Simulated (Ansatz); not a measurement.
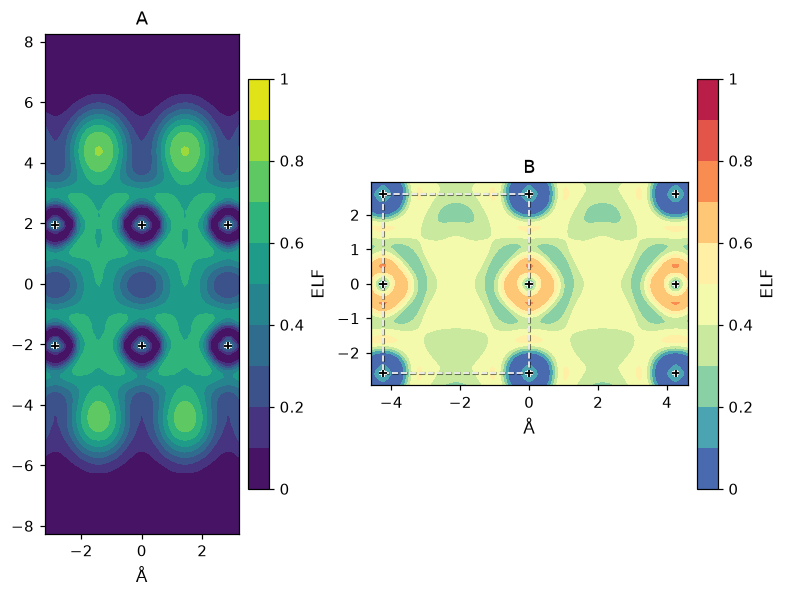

The ELF of 2 systems, each on a plane through atoms (crosses mark nuclei in the plane).

These are results of Ansatz, DFT PBE, scalar-relativistic, plane waves, PAW, not measurements.

System 1: AlRu (interface cell), the (001) plane of the calculation cell. Computed pressure about −2 GPa in this cell; computed without spin polarisation.

```yaml
crystal:
  lattice:
    - [4.24842, 0.00000, 0.00000]
    - [0.00000, 5.20323, 0.00000]
    - [0.00000, 0.00000, 15.11410]
  atoms:
    - { symbol: Al, position: [0.00000, 0.00921, 0.00698] }
    - { symbol: Al, position: [0.50000, 0.67063, 0.09234] }
    - { symbol: Al, position: [0.00000, 0.33507, 0.16997] }
    - { symbol: Al, position: [0.50000, 0.99826, 0.24669] }
    - { symbol: Al, position: [0.00000, 0.66270, 0.32433] }
    - { symbol: Al, position: [0.50000, 0.32413, 0.40968] }
    - { symbol: Al, position: [0.00000, 0.50921, 0.50698] }
    - { symbol: Ru, position: [0.50000, 0.17709, 0.08113] }
    - { symbol: Ru, position: [0.00000, 0.83826, 0.16544] }
    - { symbol: Ru, position: [0.50000, 0.49507, 0.25122] }
    - { symbol: Ru, position: [0.00000, 0.15624, 0.33554] }
    - { symbol: Ru, position: [0.50000, 0.82700, 0.41415] }
    - { symbol: Ru, position: [0.00000, 0.00633, 0.50252] }
    - { symbol: Ru, position: [0.50000, 0.67709, 0.58113] }
    - { symbol: Ru, position: [0.00000, 0.33826, 0.66544] }
    - { symbol: Ru, position: [0.50000, 0.99507, 0.75122] }
    - { symbol: Ru, position: [0.00000, 0.65624, 0.83554] }
    - { symbol: Ru, position: [0.50000, 0.32700, 0.91415] }
    - { symbol: Ru, position: [0.00000, 0.50633, 0.00252] }
    - { symbol: Al, position: [0.50000, 0.17063, 0.59234] }
    - { symbol: Al, position: [0.00000, 0.83507, 0.66997] }
    - { symbol: Al, position: [0.50000, 0.49826, 0.74669] }
    - { symbol: Al, position: [0.00000, 0.16270, 0.82433] }
    - { symbol: Al, position: [0.50000, 0.82413, 0.90968] }
```

System 2: Al (slab), the (100) plane of the calculation cell, a cut from vacuum to vacuum. Computed without spin polarisation.

```
Al
1.0
    17.14645    0.00000    0.00000
     0.00000    2.85774    0.00000
     0.00000    0.00000   20.08291
Al
27
Direct
  0.00000 0.00000 0.07469
  0.08333 0.50000 0.17531
  0.16667 0.00000 0.07469
  0.25000 0.50000 0.17531
  0.33333 0.00000 0.07469
  0.41667 0.50000 0.17531
  0.50000 0.00000 0.07469
  0.58333 0.50000 0.17531
  0.66667 0.00000 0.07469
  0.75000 0.50000 0.17531
  0.83333 0.00000 0.07469
  0.91667 0.50000 0.17531
  0.00007 0.00000 0.27669
  0.08524 0.50000 0.37419
  0.16667 0.00000 0.27397
  0.24810 0.50000 0.37419
  0.33326 0.00000 0.27669
  0.41784 0.50000 0.38177
  0.49909 0.00000 0.27596
  0.58296 0.50000 0.37723
  0.66667 0.00000 0.27510
  0.75037 0.50000 0.37723
  0.83424 0.00000 0.27596
  0.91549 0.50000 0.38177
  0.00524 0.00000 0.47800
  0.16667 0.00000 0.47941
  0.32809 0.00000 0.47800
```

**Which map belongs to which system?**

Panel A is system 2, Al: the plane holds Al. Al–Al (2.86 Å): the ELF peaks at about 0.65 between the atoms. Panel B is system 1, AlRu: the plane holds Al and Ru.
